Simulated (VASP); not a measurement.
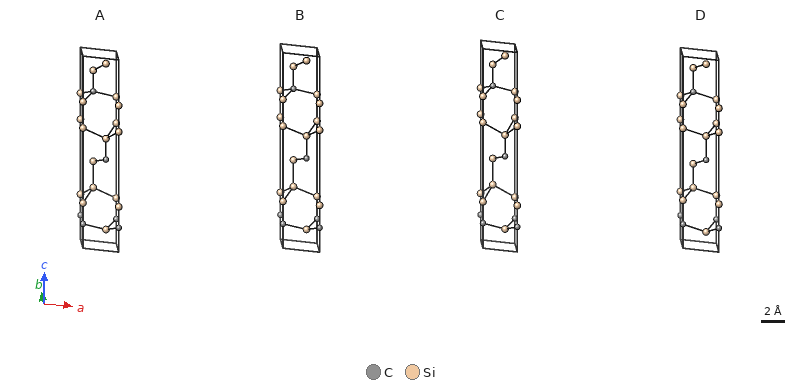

4 geometries from one relaxation of a crystal of Si₃C (a generated structure, set up in R3m), in shuffled order. The picture is a ball-and-stick view of the conventional cell (3 times the calculation's cell), seen from a free direction. Lengths and directions refer to the drawn axes.

The run lets cell and atoms move.

Method: Kohn-Sham DFT of a periodic cell, PBE, VASP PAW PBE potentials, recommended in VASP 6.6.1. Set-up: plane-wave cutoff 600 eV; k-point mesh 8 × 8 × 8; occupations gaussian; smearing width 0.02 eV; no spin polarisation.

### Order the frames from highest to lowest energy.

D, B, A, C. They are steps 0, 2, 4, 15, at +1.100 eV per cell of the calculation, +0.248 eV per cell of the calculation, +86.6 meV per cell of the calculation relative to the last. A Si atom moves most relative to the cell: 0.31 Å along −c. Largest moves by element: Si 0.31 Å, C 0.01 Å. Cell: a = b 3.517 → 3.361 Å (−4.5 %), c 17.232 → 17.919 Å (+4.0 %). Volume −5.1 %. Some distances before and after: C–Si 2.154 → 1.917 Å, Si–Si 2.154 → 2.353 Å, C–Si 2.154 → 2.019 Å, Si–Si 2.154 → 2.254 Å. Among the angles between lasting bonds that change: Si–Si–Si 109.5° → 96.4°, Si–Si–Si 109.5° → 120.6°, C–Si–Si 109.5° → 120.6°. The space group stays R3m (No. 160). The energy falls by 1.100 eV per cell of the calculation in 15 geometry steps. The largest force component goes from 2.7 to 0.0021 eV/Å. Pressure: 4.94 GPa at the start and 0.00 GPa at the end. It ran on 1 thread of Intel(R) Xeon(R) 6975P-C (Granite Rapids) (shared host).
